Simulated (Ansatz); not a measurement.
# What a change does: single-point calculation on WSe2

System: WSe2 (Cm, 6 atoms in the cell).
Method of run A: DFT PBEsol+D3(BJ), scalar-relativistic, plane waves, PAW, no spin polarisation (Ansatz 0.2.0).

The structure derives from an entry of the Crystallography Open Database. Text and figures count atoms from 1; the logs count them from 0 in places.

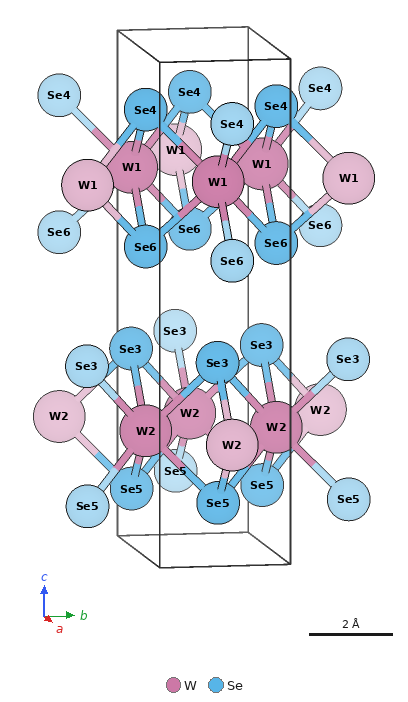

Fig. 1: The structure as given in the input (ball-and-stick view of the cell 2 times as large as that of the calculation, set on its symmetry axes, seen slightly off an axis; neighbours outside the cell are drawn fainter; atoms are numbered from 1 in the order of the input). An atom can appear more than once, as a periodic image.

**The input, run A**
```yaml
crystal:
  lattice:
    - [3.2304557819, 0.0, 0.0]
    - [-1.6152278909, 2.7976567729, 0.0]
    - [0.0, 0.0, 12.4145017028]
  atoms:
    - { symbol: W, position: [0.3333333333, 0.6666666667, 0.25] }
    - { symbol: W, position: [0.6666666667, 0.3333333333, 0.75] }
    - { symbol: Se, position: [0.3598835849, 0.6799417924, 0.609187458] }
    - { symbol: Se, position: [0.6666666667, 0.3333333333, 0.1145805872] }
    - { symbol: Se, position: [0.3333333333, 0.6666666667, 0.8854194128] }
    - { symbol: Se, position: [0.6666666667, 0.3333333333, 0.3854194128] }
basis:
  ecutwfc: 420
kpoints:
  mp_grid: { grid: [12, 12, 4] }
hamiltonian:
  xc: pbesol
  dispersion: d3bj
scf:
  occupations: { method: gaussian, width: 0.05 }
output:
  forces: true
  stress: true
  eigenvalues: true
```

Launched with:
```bash
ansatz run input.yaml --threads 1 --pin off --max-ram 2560MiB --backend cpu --events-out ev --progress --plain --runs-dir out
```

Hardware: 1 thread of Intel Xeon (Sapphire Rapids), 32 GiB of memory available, shared host.

**Output, shortened to warnings, some set-up lines, iterations and results (run A)**
```
Basis set: ecut = 420 eV, 2249 PW (Γ), exchange–correlation on 48×48×180 points (8 copies of the dense FFT grid, shifted against one another)
Symmetry: 2 space group operations
k-points: 164 of 576 (time reversal used)
Initial density: superposition of atomic densities (neutral atoms: chi_scale 0, normalization atom), corrected by the library's trained network
[...]
SCF iter   1: F=—  HF=-42216.219875 eV  |F-HF|=—  |Δ(HF+E_count)|=         —  Δρ=4.91e-3  dr2=1.27e-2  ethr=1.77e-3  ⟨swp⟩=6.2  Hψ=32902  notcnv=0  defer=6
SCF iter   2: F=—  HF=-42216.223477 eV  |F-HF|=—  |Δ(HF+E_count)|=   3.60e-3  Δρ=2.83e-3  dr2=3.97e-3  ethr=1.38e-5  ⟨swp⟩=3.0  Hψ=18963  notcnv=0  defer=47
SCF iter   3: F=—  HF=-42216.225693 eV  |F-HF|=—  |Δ(HF+E_count)|=   2.22e-3  Δρ=6.30e-4  dr2=4.02e-4  ethr=4.32e-6  ⟨swp⟩=2.0  Hψ=10980  notcnv=0  defer=10
SCF iter   4: F=—  HF=-42216.225756 eV  |F-HF|=—  |Δ(HF+E_count)|=   6.30e-5  Δρ=1.67e-4  dr2=9.23e-5  ethr=4.37e-7  ⟨swp⟩=2.0  Hψ=16014  notcnv=0  defer=10
SCF iter   5: F=—  HF=-42216.225758 eV  |F-HF|=—  |Δ(HF+E_count)|=   1.15e-6  Δρ=1.03e-4  dr2=1.09e-5  ethr=1.00e-7  ⟨swp⟩=2.0  Hψ=10062  notcnv=0  defer=10
SCF iter   6: F=—  HF=-42216.225763 eV  |F-HF|=—  |Δ(HF+E_count)|=   5.05e-6  Δρ=2.27e-5  dr2=1.26e-6  ethr=1.18e-8  ⟨swp⟩=2.0  Hψ=11326  notcnv=0  defer=10
SCF iter   7: F=—  HF=-42216.225763 eV  |F-HF|=—  |Δ(HF+E_count)|=   1.29e-7  Δρ=1.09e-5  dr2=3.69e-7  ethr=1.37e-9  ⟨swp⟩=2.1  Hψ=14371  notcnv=0  defer=10
SCF iter   8: F=-42216.225763 eV  HF=-42216.225763 eV  |F-HF|=2.72e-9  |Δ(HF+E_count)|=   7.12e-9  Δρ=3.37e-6  dr2=2.12e-8  ethr=1.09e-10  ⟨swp⟩=6.4  Hψ=35676  notcnv=0
SCF 1 converged in 8 iterations: F = -42216.225763 eV  dr2 = 2.12e-8
SCF converged after 8 iterations
Free energy (F): -42216.225763 eV
Harris-Foulkes:  -42216.225763 eV  (|F-HF|=2.72e-9)
Internal energy: -42216.225763 eV  (E = F + TS)
E sigma→0 (E₀):  -42216.225763 eV
Fermi energy:    14.703428 eV
--- Per-component energies (eV) ---
  E_band       = -1563.751727
  E_kinetic    = 1383.505590
  E_local      = -10407.969564  (includes V_loc(G=0)·N_el)
  E_nonlocal   = -2361.819337
  E_hartree    = 5041.603333
  E_xc         = -948.116441
  E_vxc        = -875.429061  (∫ρ·V_xc dr)
  E_paw        = -24344.705546  (= ΣΔE_a)
  E_vpaw       = 614.755828  (= ΣTr[D̂ρ^β])
  E_aug_tail   = -0.002557  (compensation charges beyond the density's cutoff)
  E_ewald      = -10580.336592
  E_disp       = -2.862035  (pairwise vdW)
  E_core_change = 4.477386  (= ΣΔE_core)
  E_smearing   = -0.000000  (= −TS)
  E_closure    = 0.000000  (closes the sum)
  Σ components = -42216.225763   (vs F -42216.225763, Δ=0.00e0)
--- Forces (eV/Å), atoms counted from 1 ---
  atom   1  W      0.00738364     0.00426295    -0.00539353
  atom   2  W      0.50531770     0.29174531    -0.86280140
  atom   3  Se    -0.49369514    -0.28503502     1.01427829
  atom   4  Se    -0.00274332    -0.00158385    -0.00242645
  atom   5  Se    -0.02640882    -0.01524714    -0.09804362
  atom   6  Se     0.01014517     0.00585732    -0.04559385
  max |Σ_I F_I| component: 1.94e-5 eV/Å
--- Stress (GPa, compression-positive) ---
       -1.075758      -0.258658       1.041302
       -0.258658      -0.777085       0.601196
        1.041302       0.601196      -2.380721
  P = ⅓ Tr σ = -1.4112 GPa (-14.112 kbar)
```

For run B the input was changed thus:
```diff
-    - { symbol: Se, position: [0.3598835849, 0.6799417924, 0.609187458] }
+    - { symbol: Se, position: [0.3492634842, 0.6746317421, 0.6113447097] }
+  write_density: true
+  write_potential: true
+  elf: true
+  volumetric_format: npy
```

What does this change do to the results?

With the same functional and potentials, run B lies 6.1 meV per atom lower. The pressure goes from −1.41 to −0.89 GPa. The largest force goes from 1.164 to 0.740 eV/Å. The number of SCF iterations is the same.

**Output, shortened to warnings, some set-up lines, iterations and results (run B)**
```
Basis set: ecut = 420 eV, 2249 PW (Γ), exchange–correlation on 48×48×180 points (8 copies of the dense FFT grid, shifted against one another)
Symmetry: 2 space group operations
k-points: 164 of 576 (time reversal used)
Initial density: superposition of atomic densities (neutral atoms: chi_scale 0, normalization atom), corrected by the library's trained network
[...]
SCF iter   1: F=—  HF=-42216.255987 eV  |F-HF|=—  |Δ(HF+E_count)|=         —  Δρ=4.90e-3  dr2=1.18e-2  ethr=1.77e-3  ⟨swp⟩=6.2  Hψ=32709  notcnv=0  defer=6
SCF iter   2: F=—  HF=-42216.259745 eV  |F-HF|=—  |Δ(HF+E_count)|=   3.76e-3  Δρ=2.82e-3  dr2=3.84e-3  ethr=1.28e-5  ⟨swp⟩=3.0  Hψ=18981  notcnv=0  defer=43
SCF iter   3: F=—  HF=-42216.262008 eV  |F-HF|=—  |Δ(HF+E_count)|=   2.26e-3  Δρ=6.54e-4  dr2=4.09e-4  ethr=4.17e-6  ⟨swp⟩=2.0  Hψ=10995  notcnv=0  defer=43
SCF iter   4: F=—  HF=-42216.262071 eV  |F-HF|=—  |Δ(HF+E_count)|=   6.33e-5  Δρ=1.70e-4  dr2=9.29e-5  ethr=4.45e-7  ⟨swp⟩=2.0  Hψ=15938  notcnv=0  defer=43
SCF iter   5: F=—  HF=-42216.262073 eV  |F-HF|=—  |Δ(HF+E_count)|=   2.07e-6  Δρ=1.05e-4  dr2=1.06e-5  ethr=1.01e-7  ⟨swp⟩=2.0  Hψ=10200  notcnv=0  defer=43
SCF iter   6: F=—  HF=-42216.262079 eV  |F-HF|=—  |Δ(HF+E_count)|=   5.75e-6  Δρ=1.88e-5  dr2=9.35e-7  ethr=1.15e-8  ⟨swp⟩=2.0  Hψ=11629  notcnv=0  defer=43
SCF iter   7: F=—  HF=-42216.262079 eV  |F-HF|=—  |Δ(HF+E_count)|=   1.25e-7  Δρ=1.01e-5  dr2=3.95e-7  ethr=1.02e-9  ⟨swp⟩=2.1  Hψ=12479  notcnv=0  defer=43
SCF iter   8: F=-42216.262079 eV  HF=-42216.262079 eV  |F-HF|=1.38e-8  |Δ(HF+E_count)|=  2.04e-10  Δρ=3.62e-6  dr2=3.66e-8  ethr=1.09e-10  ⟨swp⟩=11.3  Hψ=58774  notcnv=0
SCF 1 converged in 8 iterations: F = -42216.262079 eV  dr2 = 3.66e-8
SCF converged after 8 iterations
Free energy (F): -42216.262079 eV
Harris-Foulkes:  -42216.262079 eV  (|F-HF|=1.38e-8)
Internal energy: -42216.262079 eV  (E = F + TS)
E sigma→0 (E₀):  -42216.262079 eV
Fermi energy:    14.720677 eV
--- Per-component energies (eV) ---
  E_band       = -1564.189661
  E_kinetic    = 1384.100575
  E_local      = -10439.993199  (includes V_loc(G=0)·N_el)
  E_nonlocal   = -2361.856847
  E_hartree    = 5057.227804
  E_xc         = -948.347082
  E_vxc        = -875.726471  (∫ρ·V_xc dr)
  E_paw        = -24344.682481  (= ΣΔE_a)
  E_vpaw       = 614.832539  (= ΣTr[D̂ρ^β])
  E_aug_tail   = -0.002557  (compensation charges beyond the density's cutoff)
  E_ewald      = -10564.324067
  E_disp       = -2.861612  (pairwise vdW)
  E_core_change = 4.477386  (= ΣΔE_core)
  E_smearing   = -0.000000  (= −TS)
  E_closure    = 0.000000  (closes the sum)
  Σ components = -42216.262079   (vs F -42216.262079, Δ=0.00e0)
--- Forces (eV/Å), atoms counted from 1 ---
  atom   1  W      0.00433219     0.00250119    -0.00305154
  atom   2  W      0.32869977     0.18977490    -0.54799946
  atom   3  Se    -0.32204259    -0.18593137     0.63969249
  atom   4  Se    -0.00163531    -0.00094415    -0.00142783
  atom   5  Se    -0.01515906    -0.00875209    -0.06062364
  atom   6  Se     0.00580480     0.00335140    -0.02658066
  max |Σ_I F_I| component: 9.36e-6 eV/Å
--- Stress (GPa, compression-positive) ---
       -0.694192      -0.182186       0.680938
       -0.182186      -0.483821       0.393140
        0.680938       0.393140      -1.505279
  P = ⅓ Tr σ = -0.8944 GPa (-8.944 kbar)
```

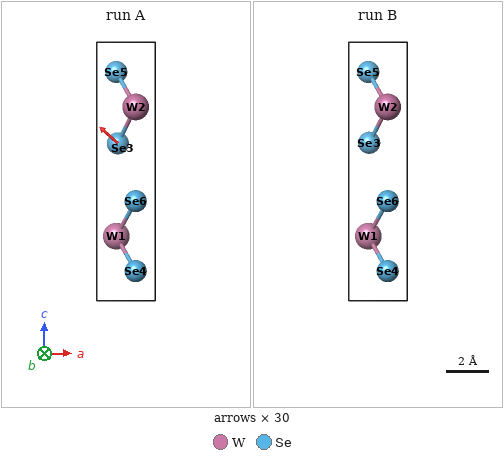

Fig. 2: The two input geometries at one scale (ball-and-stick view of the cell of the calculation, along the b axis). The red arrows on the first give the shifts of the atoms relative to the cell, magnified 30 times. The largest move is that of Se3, 0.040 Å. W stays in place. The cell stays as it was. Among the contacts that change: W2–Se3 2.611 → 2.571 Å.

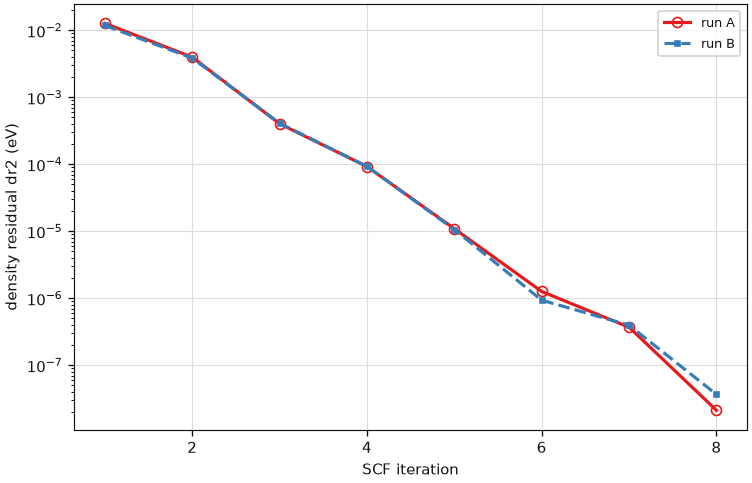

Fig. 3: Convergence of the two runs: density residual dr2 against the SCF iteration. Run A takes 8 iterations in all, and run B takes 8.

**The two runs side by side**

| quantity | run A | run B |
| --- | --- | --- |
| outcome | converged | converged |
| free energy per atom (eV) | −7036.0376 | −7036.0437 |
| gap on the mesh (eV) | 0.67 | 0.68 |
| pressure (GPa) | −1.41 | −0.89 |
| largest force (eV/Å) | 1.164 | 0.740 |
| SCF iterations | 8 | 8 |
| irreducible k-points | 164 | 164 |
| plane waves at Γ | 2249 | 2249 |
| wall time (shared host) | 59 s | 76 s |

For both runs: Spin–orbit coupling is left out, which matters for W.
